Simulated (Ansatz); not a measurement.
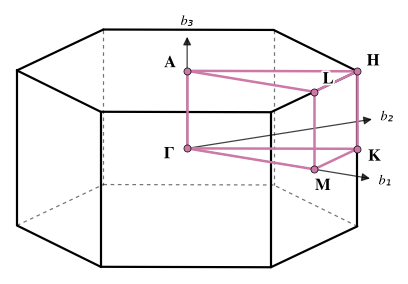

For Hf, coordinates from a relaxation with Ansatz, DFT PBE, scalar-relativistic, plane waves, PAW; the starting structure was generated, so it need not be a known form of this composition: the figure shows the first Brillouin zone with its special points and a band path. Symmetry computed with spglib at a tolerance of 0.002 Å; standard conventional cell.

Labels and path follow the convention of Hinuma et al. (2017), as computed by seekpath; the arrows show the directions of the reciprocal primitive vectors b₁, b₂, b₃.

Q: What lattice type do the shape and the labels point to?

A: A primitive hexagonal lattice (hP; extended symbol hP2). The zone is a hexagonal prism in its combinatorial type: 8 faces (6 with 4 edges, 2 with 6 edges), 18 edges, 12 vertices.

Q: Write the standard path through the labelled points.

A: Γ–M–K–Γ–A–L–H–A | L–M | H–K
